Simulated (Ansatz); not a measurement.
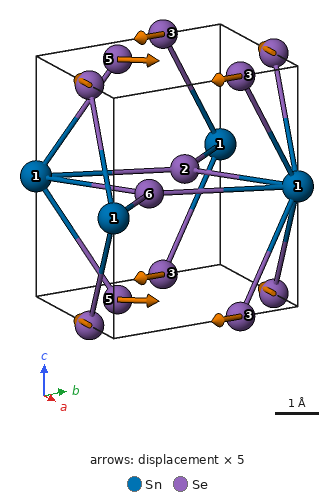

This is a relaxation of a crystal of SnSe$_{5}$ (a generated structure, set up in P-62m) (coarse preliminary run). The starting structure is drawn; orange arrows show the displacements (the part carried along by the change of the cell is left out), 5 times their true length.

A ball-and-stick model of the cell of the calculation, seen from a free direction.

Computed with DFT PBE, scalar-relativistic, plane waves, PAW (Ansatz 0.2.0).

Input file:
```yaml
crystal:
  lattice:
    - [6.39903584, 0.0, 0.0]
    - [-3.19951792, 5.5417276, 0.0]
    - [0.0, 0.0, 5.79693592]
  atoms:
    - { symbol: Sn, position: [0.0, 0.0, 0.5] }
    - { symbol: Se, position: [0.33333333, 0.66666667, 0.5] }
    - { symbol: Se, position: [0.0, 0.68848425, 0.0] }
    - { symbol: Se, position: [0.68848425, 0.0, 0.0] }
    - { symbol: Se, position: [0.31151575, 0.31151575, 0.0] }
    - { symbol: Se, position: [0.66666667, 0.33333333, 0.5] }
basis:
  ecutwfc: 420
kpoints:
  mp_grid: { grid: [3, 3, 4] }
hamiltonian:
  xc: pbe
scf:
  occupations: { method: gaussian, width: 0.1 }
  lower_state_search: "off"
output:
  forces: true
  stress: true
  eigenvalues: true
relax:
  adjacent_minimum: "off"
  f_tol: 0.04
  max_steps: 70
  cell: { stress_tol: 0.4 }
```

Run as
```bash
ansatz run input.yaml --threads 1 --pin off --max-ram 2560MiB --backend cpu --events-out ev --progress --plain --runs-dir out
```

**Which element moves most?**

Selenium: up to 0.21 Å, against 0.00 Å for tin.

**Describe the change and its energy.**

The largest moves relative to the cell, 0.21 Å, are those of Se3, Se4 and Se5. Se5 goes along [1 1 0]. Sn stays in place. The drawn cell changes as follows: a = b 6.399 → 6.672 Å (+4.3 %), c 5.797 → 3.778 Å (−34.8 %); the volume changes by −29.2 %. Among the contacts that change: Se2–Se3 3.643 → 2.895 Å, Sn1–Se3 3.518 → 2.965 Å, Sn1–Se2 3.694 → 3.852 Å. The space group stays P-62m (No. 189). Over 12 accepted moves (15 points after the start) the energy falls by 751 meV per atom. The largest force component goes from 0.66 to 0.037 eV/Å. The pressure goes from −9.04 to −0.23 GPa. The line search rejected the trial steps at points 8, 12 of the run. The SCF was repeated once at an unchanged geometry on a basis and grid sized afresh for the cell, which shifted the energy by 0.3 meV per atom at most.

Limits of the set-up: layers or molecules are held without a dispersion correction, so their spacing is unreliable.
